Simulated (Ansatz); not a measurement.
**Se: geometry relaxation (part 2 of 2)**

Continued. System: Se (P3₁21, 3 atoms in the cell). Method: DFT PBE, scalar-relativistic, plane waves, PAW, no spin polarisation (Ansatz 0.2.0); cutoff 420 eV, 6×6×6 k-mesh, Gaussian smearing of 0.02 eV. The structure derives from an entry of the Crystallography Open Database.

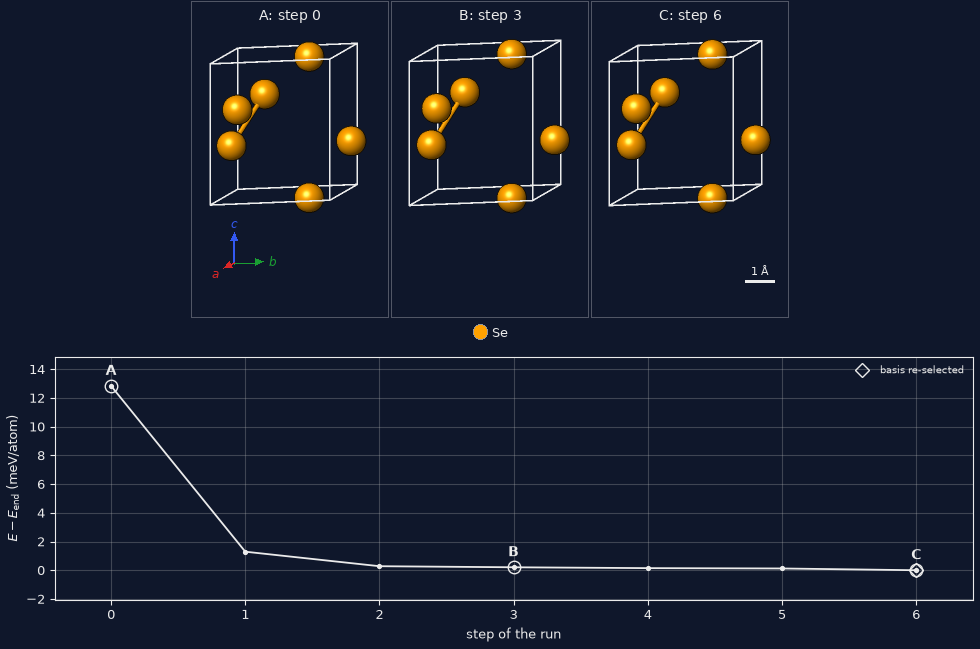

Figure 1. Frames of the relaxation (ball-and-stick view of the cell of the calculation, seen slightly off an axis) above the curves, on which the letters mark them (the first geometry is step 0 here and step 1 in the log).

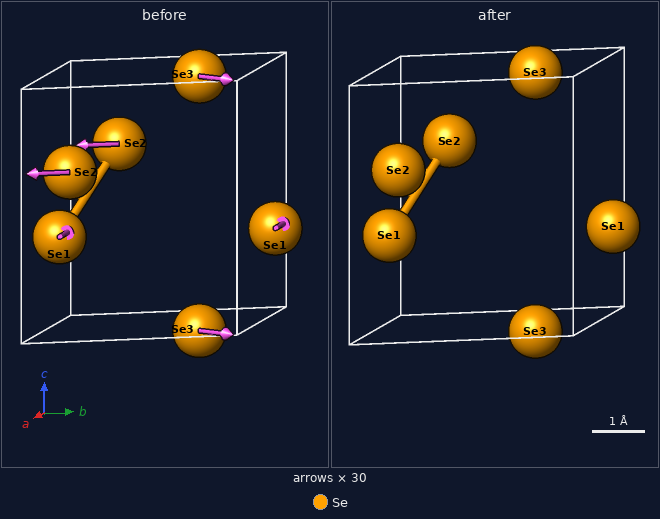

Figure 2. Before (left) and after (right) the relaxation, at one scale (ball-and-stick view of the cell of the calculation, seen slightly off an axis). The pink arrows give the displacements (without the part carried along by the change of the cell), magnified 30 times. The energy falls by 12.7 meV per atom in 5 geometry steps. Largest force component: 0.4 eV/Å at the start, under 0.0001 eV/Å at the end. Pressure: 2.78 GPa at the start and 0.01 GPa at the end. The largest moves relative to the cell, 0.031 Å, are those of Se1, Se2 and Se3. Cell: a = b 4.366 → 4.526 Å (+3.7 %), c 4.954 → 5.044 Å (+1.8 %). Volume +9.4 %. Among the contacts that change: Se1–Se2 2.373 → 2.401 Å. The space group stays P3_121 (No. 152). A last SCF at the same geometry on a re-selected plane-wave basis shifts the energy by −0.1 meV per atom. (Atoms are counted from 1 in the order of the input.)

```
basis re-selected at this cell: Δ(F+E_penalty+E_count) = -3.692e-4 eV, ΔP = -0.003 GPa vs the last step (what re-selecting the basis moved, of the pressure what is left beyond the Pulay correction that the steps carried, after the strain that the cell walked since its last selection, with what the two solves' SCF thresholds leave and, on support functions, any second-order correction that the steps lacked; it is no measure of the basis error at this ecutwfc). The dense FFT grid was sized anew with the basis: this SCF ran on 32×32×36 points, the steps before it on 30×30×36, so part of this shift can come from that change (see relax.cell in the input reference). This SCF's stress stands 9.27e-3 GPa from its target on what of the cell is left free (relax.cell.stress_tol is 5.00e-2 GPa) and its largest allowed force component is 4.80e-6 eV/Å (relax.f_tol is 5.00e-3 eV/Å): within both
SCF converged after 7 iterations
Free energy (F): -16407.237379 eV
Harris-Foulkes:  -16407.237379 eV  (|F-HF|=7.28e-12)
Internal energy: -16407.237379 eV  (E = F + TS)
E sigma→0 (E₀):  -16407.237379 eV
Fermi energy:    6.188909 eV
--- Per-component energies (eV) ---
  E_band       = -1274.901233
  E_kinetic    = 350.223872
  E_local      = -8066.107350  (includes V_loc(G=0)·N_el)
  E_nonlocal   = -1783.257919
  E_hartree    = 3931.384443
  E_xc         = -310.045391
  E_vxc        = -290.919765  (∫ρ·V_xc dr)
  E_paw        = -5736.077997  (= ΣΔE_a)
  E_vpaw       = 652.393230  (= ΣTr[D̂ρ^β])
  E_aug_tail   = -0.001782  (compensation charges beyond the density's cutoff)
  E_ewald      = -4793.355254
  E_smearing   = -0.000000  (= −TS)
  E_closure    = 0.000000  (closes the sum)
  Σ components = -16407.237379   (vs F -16407.237379, Δ=0.00e0)
--- Forces (eV/Å), atoms counted from 1 ---
  atom   1  Se     0.00000480     0.00000000    -0.00000000
  atom   2  Se    -0.00000240     0.00000415     0.00000000
  atom   3  Se    -0.00000240    -0.00000415     0.00000000
  max |Σ_I F_I| component: 5.32e-17 eV/Å
--- Stress (GPa, compression-positive) ---
        0.009274       0.000000       0.000000
        0.000000       0.009274      -0.000000
        0.000000      -0.000000       0.000337
  P = ⅓ Tr σ = 0.0063 GPa (0.063 kbar)
--- Band table (eV; the first three rows and the last of 34) ---
  k-point 0: bands = ["-42.4275", "-42.4275", "-42.3944", "-42.3885", "-42.3885", "-42.3462", "-42.2068", "-42.2020", "-42.2020", "-42.1561", "-42.1561", "-42.1529", "-42.1228", "-42.0990", "-42.0990", "-9.6963", "-5.8830", "-5.8830", "1.9440", "1.9440", "2.2521", "3.8280", "3.8280", "5.3647", "7.6107", "7.6107", "7.9718", "11.5532", "12.3424"]
  k-point 1: bands = ["-42.4364", "-42.4171", "-42.3950", "-42.3918", "-42.3835", "-42.3489", "-42.2067", "-42.2034", "-42.2006", "-42.1570", "-42.1552", "-42.1530", "-42.1215", "-42.1030", "-42.0961", "-9.5726", "-6.8886", "-4.9239", "1.5873", "2.1703", "2.3040", "3.8871", "4.0651", "5.1676", "7.4168", "7.4416", "7.7408", "12.1537", "12.5139"]
  k-point 2: bands = ["-42.4424", "-42.4077", "-42.3970", "-42.3937", "-42.3761", "-42.3563", "-42.2063", "-42.2047", "-42.1996", "-42.1576", "-42.1544", "-42.1533", "-42.1179", "-42.1078", "-42.0943", "-9.2064", "-7.8246", "-4.1837", "1.1918", "2.3397", "2.4112", "4.0957", "4.4929", "4.7371", "7.1147", "7.1471", "7.3331", "12.4184", "12.9641"]
  k-point 33: bands = ["-42.4444", "-42.4008", "-42.4008", "-42.3943", "-42.3664", "-42.3664", "-42.2057", "-42.2057", "-42.1992", "-42.1581", "-42.1536", "-42.1536", "-42.1136", "-42.1136", "-42.0929", "-8.3133", "-8.3133", "-4.7344", "0.3321", "1.1995", "1.1995", "4.8072", "5.4516", "5.4516", "6.7052", "8.4115", "8.4115", "12.3330", "13.5291"]
--- Relaxed structure (6 steps of the walk, 6 accepted, 1 SCFs on fresh bases) ---
  F+E_penalty+E_count = -16407.23737876 eV   max|allowed force component| = 4.795e-6 eV/Å   (the final SCF, on the basis selected at the relaxed cell)
  cell:  # Å, volume = 89.4644 Å³
    - [4.525715573827732, 2.992201687715763e-11, 8.840691757683186e-18]
    - [-2.2628577869397795, 3.919384657222723, -4.420345878892205e-18]
    - [1.003006074002665e-17, 1.1570197019280308e-32, 5.043652450656645]
  atoms:
    - { symbol: Se, position: [0.21859790619350547, 2.140877652361676e-19, 0.3333333333333332] }
    - { symbol: Se, position: [2.6278083923782093e-17, 0.21859790619350547, 0.6666666666666664] }
    - { symbol: Se, position: [0.7814020938064945, 0.7814020938064947, 1.1093900895349207e-19] }
```

**Trajectory as extended XYZ (Å, eV, eV/Å), 7 frames, from step=1 to step=7**
```
3
Lattice="4.3662 0.0000 0.0000 -2.1831 3.7812 0.0000 0.0000 0.0000 4.9536" Properties=species:S:1:pos:R:3:forces:R:3 step=1 energy=-16407.19888 pressure_GPa=2.78
Se    0.9841    0.0000    1.6512    0.4005   0.0000   0.0000
Se   -0.4921    0.8523    3.3024   -0.2003   0.3469   0.0000
Se    1.6910    2.9289    0.0000   -0.2003  -0.3469   0.0000
3
Lattice="4.4884 0.0000 0.0000 -2.2442 3.8871 0.0000 0.0000 0.0000 5.1186" Properties=species:S:1:pos:R:3:forces:R:3 step=2 energy=-16407.23351 pressure_GPa=-0.36
Se    0.9813    0.0000    1.7062   -0.0083   0.0000   0.0000
Se   -0.4907    0.8498    3.4124    0.0041  -0.0072   0.0000
Se    1.7536    3.0373    0.0000    0.0041   0.0072   0.0000
3
Lattice="4.4865 0.0000 0.0000 -2.2432 3.8854 0.0000 0.0000 0.0000 5.0654" Properties=species:S:1:pos:R:3:forces:R:3 step=3 energy=-16407.23654 pressure_GPa=-0.06
Se    0.9892    0.0000    1.6885   -0.0164   0.0000   0.0000
Se   -0.4946    0.8567    3.3770    0.0082  -0.0142   0.0000
Se    1.7486    3.0287    0.0000    0.0082   0.0142   0.0000
3
Lattice="4.4941 0.0000 0.0000 -2.2471 3.8920 0.0000 0.0000 0.0000 5.0537" Properties=species:S:1:pos:R:3:forces:R:3 step=4 energy=-16407.23676 pressure_GPa=0.01
Se    0.9901    0.0000    1.6846   -0.0103   0.0000   0.0000
Se   -0.4950    0.8574    3.3691    0.0052  -0.0090   0.0000
Se    1.7520    3.0346    0.0000    0.0052   0.0090   0.0000
3
Lattice="4.5111 0.0000 0.0000 -2.2556 3.9068 0.0000 0.0000 0.0000 5.0433" Properties=species:S:1:pos:R:3:forces:R:3 step=5 energy=-16407.23694 pressure_GPa=0.05
Se    0.9901    0.0000    1.6811   -0.0013   0.0000   0.0000
Se   -0.4951    0.8575    3.3622    0.0007  -0.0011   0.0000
Se    1.7605    3.0493    0.0000    0.0007   0.0011   0.0000
3
Lattice="4.5257 0.0000 0.0000 -2.2629 3.9194 0.0000 0.0000 0.0000 5.0437" Properties=species:S:1:pos:R:3:forces:R:3 step=6 energy=-16407.23701 pressure_GPa=0.01
Se    0.9893    0.0000    1.6812    0.0003   0.0000   0.0000
Se   -0.4947    0.8568    3.3624   -0.0002   0.0003   0.0000
Se    1.7682    3.0626    0.0000   -0.0002  -0.0003   0.0000
3
Lattice="4.5257 0.0000 0.0000 -2.2629 3.9194 0.0000 0.0000 0.0000 5.0437" Properties=species:S:1:pos:R:3:forces:R:3 step=7 energy=-16407.23738 pressure_GPa=0.01
Se    0.9893    0.0000    1.6812    0.0000   0.0000   0.0000
Se   -0.4947    0.8568    3.3624    0.0000   0.0000   0.0000
Se    1.7682    3.0626    0.0000    0.0000   0.0000   0.0000
```

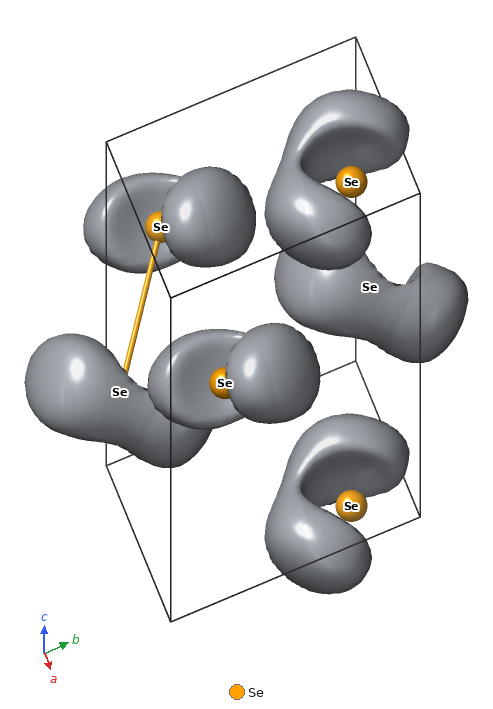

Figure 3. Isosurface of the ELF at 0.8 (grey), seen at an oblique angle. Only the valence region is drawn (cores and ρ < 0.01 e/Å³ removed). Sticks mark near contacts. The outline is the cell set on symmetry axes. Profiles from the grid: Se–Se (2.40 Å): the ELF peaks at about 0.70 between the atoms. Core electrons are frozen (PAW), so the fields are smoothed inside the atomic spheres.

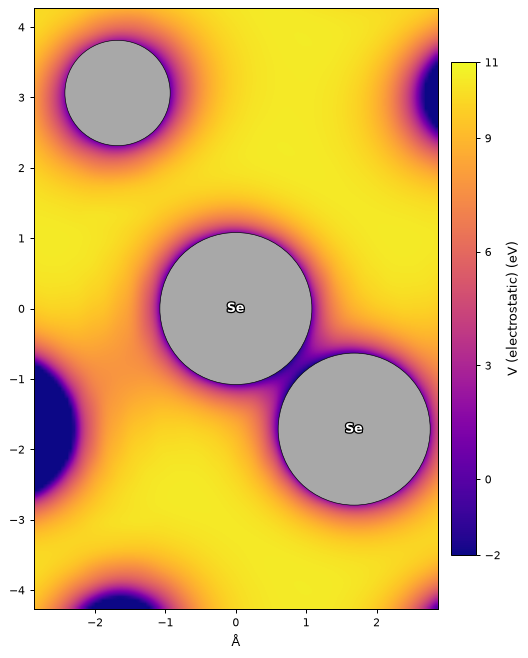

Figure 4. Electrostatic potential (local pseudopotential plus Hartree) felt by an electron on the (110) plane of the conventional cell. Grey discs, where drawn, cover atomic cores. The section cuts through Se sites. Outside the cores the potential energy rises away from the atoms and is highest about 2.4 Å from the nearest atoms; outside the discs it spans about 12 eV, and its zero is arbitrary.

The run was set up as follows.

**Input file**
```yaml
crystal:
  lattice:
    - [4.3661999489, 0.0, 0.0]
    - [-2.1830999745, 3.7812400738, 0.0]
    - [0.0, 0.0, 4.9536]
  atoms:
    - { symbol: Se, position: [0.2254, 0.0, 0.3333333333] }
    - { symbol: Se, position: [0.0, 0.2254, 0.6666666667] }
    - { symbol: Se, position: [0.7746, 0.7746, 0.0] }
basis:
  ecutwfc: 420
kpoints:
  mp_grid: { grid: [6, 6, 6] }
hamiltonian:
  xc: pbe
scf:
  occupations: { method: gaussian, width: 0.02 }
output:
  forces: true
  stress: true
  eigenvalues: true
  write_density: true
  write_potential: true
  elf: true
  volumetric_format: npy
relax:
  adjacent_minimum: "off"
  f_tol: 0.005
  max_steps: 80
  cell: { stress_tol: 0.05 }
```

Command:
```bash
ansatz run input.yaml --threads 1 --pin off --max-ram 2560MiB --backend cpu --events-out ev --progress --plain --runs-dir out
```

**Results in brief**

- outcome: converged
- space group (tolerance 0.01 Å): P3₁21 (152)
- electrons treated: 48
- free energy: −16407.2374 eV
- Fermi energy: 6.189 eV
- gap on the k-point mesh: 1.03 eV
- pressure: 0.01 GPa
- final volume: 89.46 Å³
- largest force (length of the vector) at the end: under 0.001 eV/Å
- final cell: a = 4.526 Å, b = 4.526 Å, c = 5.044 Å, α = 90.00°, β = 90.00°, γ = 120.00°
- hardware: 1 thread of Arm Neoverse V1, 24 GiB of memory available, shared host
- wall time: 78 s
- peak memory: 0.35 GiB
